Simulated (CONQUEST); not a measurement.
**Energy of PbSe along an even scaling of the cell**

System: PbSe (4 atoms in the cell).
Method: Kohn-Sham DFT of a periodic cell, PBE, PseudoDojo NC PBE, no spin polarisation (CONQUEST 1.3).

The 7 runs differ only in the geometry, by an even scaling of the cell at fixed fractional positions. The structure derives from an entry of the Crystallography Open Database.

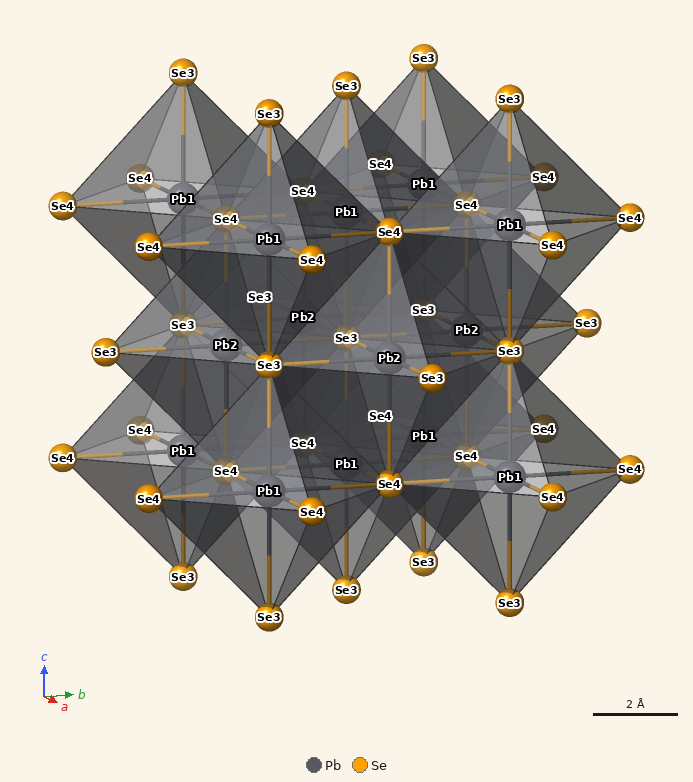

Figure 1. The structure of run 4 (polyhedral view of the cell 2 times as large as that of the calculation, set on its symmetry axes, seen slightly off an axis; polyhedra are completed across the faces of the cell; atoms are numbered from 1 in the order of the input).

**Input of run 4**
```
IO.Title PbSe
IO.Coordinates coords.dat
IO.FractionalAtomicCoords T
IO.Iprint 2
IO.Iprint_init 1
General.NumberOfSpecies 2
General.PseudopotentialType hamann
AtomMove.TypeOfRun static
AtomMove.FullStress T
Grid.PointsAlongX 48
Grid.PointsAlongY 48
Grid.PointsAlongZ 60
DM.SolutionMethod diagon
Diag.MPMesh T
Diag.GammaCentred T
Diag.MPMeshX 6
Diag.MPMeshY 6
Diag.MPMeshZ 5
Diag.kT 0.00183747
minE.SCTolerance 1e-6
SC.MaxIters 100
IO.AtomChargeOutput T
%block ChemicalSpeciesLabel
1 207.200 Pb
2 78.960 Se
%endblock
```

Command:
```bash
Conquest
```

Lattice vectors (Å) and fractional positions of run 4:
```
   4.328413    0.000000    0.000000
   0.000000    4.328413    0.000000
   0.000000    0.000000    6.121300
Pb  0.000000  0.000000  0.000000
Pb  0.500000  0.500000  0.500000
Se  0.000000  0.000000  0.500000
Se  0.500000  0.500000  0.000000
```

Run 3 has the same physical settings and fractional positions; its lattice vectors (Å) are:
```
   4.299362    0.000000    0.000000
   0.000000    4.299362    0.000000
   0.000000    0.000000    6.080216
```

**Results, with one run withheld**

| run | volume per atom (Å³) | free energy per atom, from the lowest run given (meV) | pressure (GPa) | gap on the mesh (eV) |
| --- | --- | --- | --- | --- |
| 1 | 26.951 | 67.21 | 7.13 | 0.66 |
| 2 | 27.524 | 44.25 | 5.72 | 0.72 |
| 3 | 28.097 | ? | ? | ? |
| 4 | 28.671 | 13.90 | 2.93 | 0.81 |
| 5 | 29.244 | 5.62 | 1.77 | 0.85 |
| 6 | 29.818 | 1.19 | 0.76 | 0.89 |
| 7 | 30.391 | 0.00 | −0.12 | 0.93 |

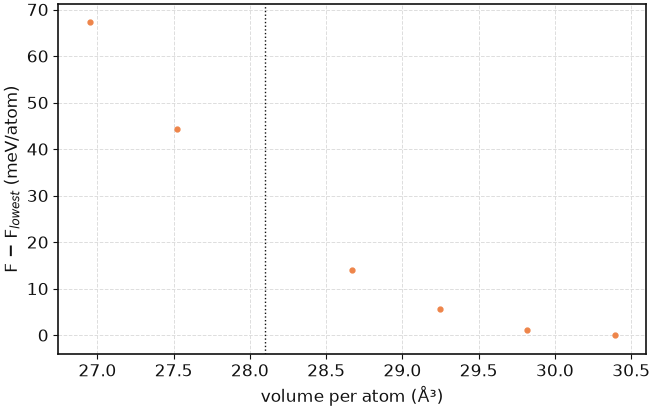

Figure 2. Free energy per atom of the runs given; the dotted line marks run 3.

Estimate the energy of run 3 from the others.

A cubic polynomial in V^(−2/3) (the Birch–Murnaghan form), fitted to the 6 runs given, misses them by at most 0.07 meV per atom. With x = V^(−2/3) − 0.10662 Å⁻², it reads F = 13.023 + 7065.8 x + 9.7933e+05 x² + 5.761e+06 x³ (meV per atom). At run 3 it gives 26.65 meV per atom, and the run itself gives 26.54. The slope of the fit gives a pressure −dF/dV of 4.20 GPa there, and the run prints 4.20 GPa. The fit has its minimum at 30.300 Å³ per atom, where V d²F/dV² gives 45.5 GPa: the bulk modulus at this level, since symmetry fixes the shape and the positions. The gap on the mesh goes, without turning, from 0.66 eV in run 1 to 0.93 eV in run 7; run 3 has 0.77 eV. These are gaps of this functional on this mesh, which can miss the band edges; they aren't the measured gap.

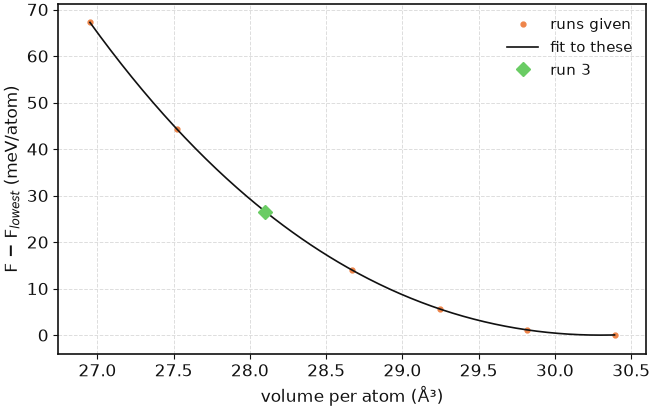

Figure 3. The fit and the withheld run.

**Some lines of the output (run 3)**
```
[...]
          DFT Total Energy                 :      -383.269873646529390 Ha
          Free Energy (E-TS)               :      -383.271890942139180 Ha
          DFT Total Energy                 :      -383.271769654194202 Ha
          Free Energy (E-TS)               :      -383.271814929781613 Ha
          DFT Total Energy                 :      -383.271811529463548 Ha
          Free Energy (E-TS)               :      -383.271815257935657 Ha
          DFT Total Energy                 :      -383.271814077885381 Ha
          Free Energy (E-TS)               :      -383.271815555325929 Ha
          DFT Total Energy                 :      -383.271814136958596 Ha
          Free Energy (E-TS)               :      -383.271815430709353 Ha
          DFT Total Energy                 :      -383.271814113752043 Ha
      | Free Energy as E-TS      =      -383.271815430709353 Ha
      |* DFT total energy        =      -383.271814113752043 Ha
    force: Average pressure:      4.19901341 GPa
```

Notes: Spin–orbit coupling is left out, which matters for Pb. With a small basis of atomic orbitals these values can differ much from converged plane-wave results.
